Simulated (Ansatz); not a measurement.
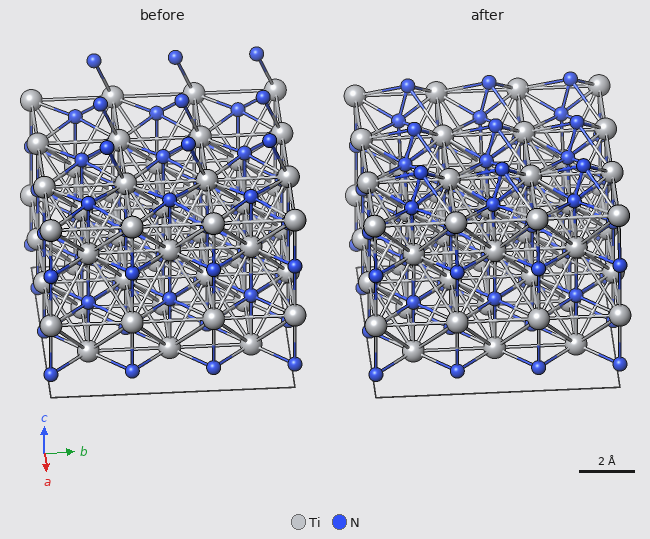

The structure of a slab of composition Ti$_{4}$N$_{5}$ (cut from the Fm-3m phase) before (left) and after (right) a constrained relaxation, at one scale.

Style: ball-and-stick. Shown: the 3 × 3 repeat of the cell, outlined in the plane, without the vacuum, from a free direction.

Case: N put at a bridge N-Ti site. The slab is the (1 0 0) face of TiN with N on it. 4 atoms are held fixed.

Level of theory: Ansatz 0.2.0, DFT PBEsol, scalar-relativistic, plane waves, PAW. (plane-wave cutoff 420 eV; k-point mesh 10 × 10 × 1; occupations gaussian; smearing width 0.1 eV; no spin polarisation; dipole correction; atoms relaxed in a fixed cell; force threshold 0.03 eV/Å; at most 70 steps)

> Summarise the run.

The largest move is that of an N atom, 1.00 Å at 39° to the normal (−c side). Largest moves by element: N 1.00 Å, Ti 0.24 Å. The cell doesn't change. Among the contacts that change: N–N 2.171 → 1.366 Å, N–Ti 3.126 → 2.404 Å, N–Ti 2.314 → 1.922 Å, Ti–Ti 2.897 → 3.156 Å. New bonds form, among them: N–N (2.17 → 1.37 Å). Bond angles that change, for instance: Ti–N–Ti 85.6° → 99.0°, Ti–N–Ti 85.6° → 95.6°, Ti–N–Ti 85.6° → 92.2°. The energy falls by 3.857 eV per cell of the calculation in 9 geometry steps. The largest force component goes from 4.4 to 0.0087 eV/Å.

Limits of the set-up: the cell has an odd number of electrons but was run without spin polarisation; the periodic images lie only 3.0 Å apart, so the values are limited by the cell's size.
